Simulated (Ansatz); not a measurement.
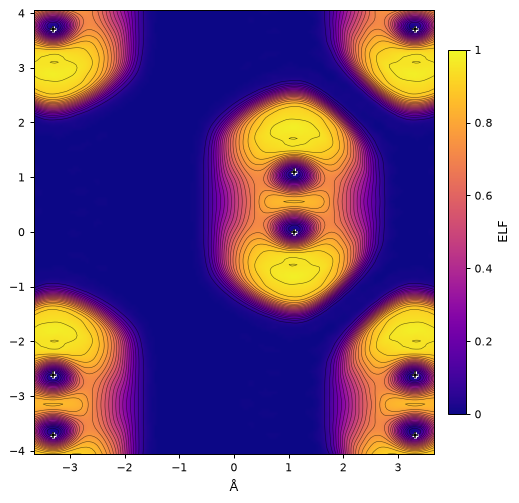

The ELF on a plane through atoms (crosses mark nuclei in the plane).

The calculation used DFT PBE+D3(BJ), scalar-relativistic, plane waves, PAW (Ansatz).

Candidates:
A. Cl, a = 6.60 Å, b = 4.05 Å, c = 8.13 Å, α = 90.00°, β = 90.00°, γ = 90.00°. Space group Cmce.
B. N, a = 3.82 Å, b = 6.62 Å, c = 7.42 Å, α = 90.00°, β = 90.00°, γ = 90.00°. Space group P6₃/mmc; a structure from a database of computed crystals, not necessarily the ambient phase.

Which candidate gave the map?

Answer. Candidate B: N on the (100) plane of the calculation cell, which holds N. N–N (1.10 Å): the ELF peaks at about 0.85 between the atoms (inside overlapping PAW spheres, so only a guide); a short, multiple covalent bond.
